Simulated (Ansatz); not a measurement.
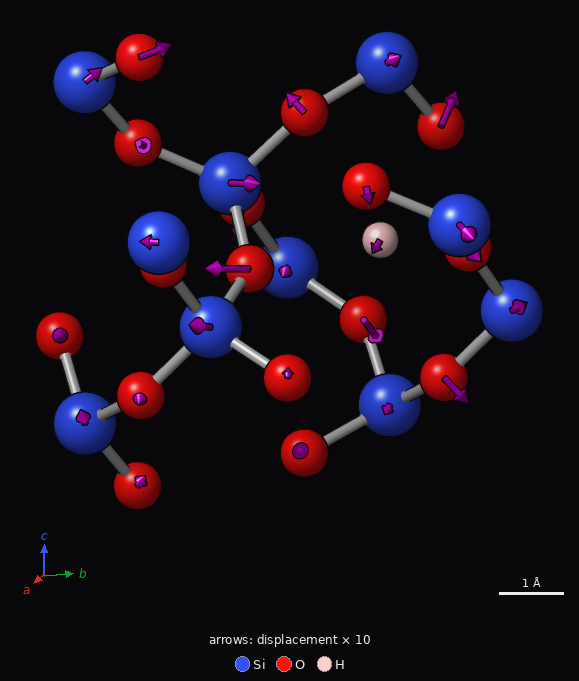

A relaxation of a defect cell of composition Si24O48H. The starting structure is drawn; purple arrows show the displacements, 10 times their true length.

Style: ball-and-stick. Shown: the atoms within 4.2 Å of the atom that moves most (axes of the cell of the calculation, reduced to other axes), slightly off an axis. Lengths and directions refer to the drawn axes.

Computed with Ansatz 0.2.0, DFT, PBEsol, PAW, plane waves. Settings: plane-wave cutoff 420 eV; k-point mesh 1 × 1 × 1; mesh shifted by (0.25, 0.25, 0.25); collinear spin; atoms relaxed in a fixed cell; force threshold 0.03 eV/Å; at most 80 steps.

Question: Describe the change and its energy.

Answer: After 4 geometry steps the energy has fallen by 1.256 eV per cell of the calculation. Largest force component: 2.8 eV/Å at the start, 0.027 eV/Å at the end. The atom that moves furthest is an O atom (0.085 Å roughly along [1 −3 0]). Largest moves by element: O 0.085 Å, Si 0.068 Å, H 0.027 Å. The lattice vectors keep their values. Among the contacts that change: O–Si 1.672 → 1.628 Å, O–Si 1.581 → 1.621 Å, O–Si 1.657 → 1.618 Å, O–Si 1.603 → 1.627 Å. Among the angles between lasting bonds that change: O–Si–O 105.2° → 111.3°, Si–O–Si 142.2° → 146.7°, O–Si–O 112.7° → 108.3°. Cost: 79 s on 7 threads of Arm Neoverse-V2, peak memory 2.9 GiB.
